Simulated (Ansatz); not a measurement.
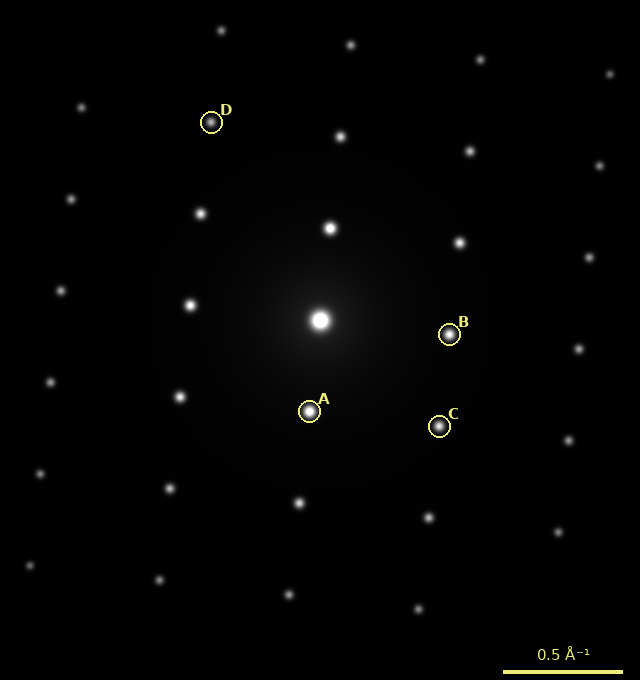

Kinematic zone-axis pattern, calculated for 120 keV electrons with B = 0.5 Å². The zone axis points towards the electron source and the pattern is seen from the source side.

The sample is Ir, space group Pm-3m (No. 221), a = 2.57 Å. Structure: the input geometry of an electronic-structure calculation (not necessarily at equilibrium); the starting structure was generated, so it need not be a known form of this composition.

Spot A is indexed 0 0 -1 and spot B -1 1 0.

What are the indices of the remaining marked spots?

Answer. C = A + B = -1 1 -1 (d = 1.485 Å). D = −2A − B = 1 -1 2 (d = 1.050 Å).

Find the zone axis.

Answer. The cross product of A and B is parallel to [110]; every spot obeys hu + kv + lw = 0.
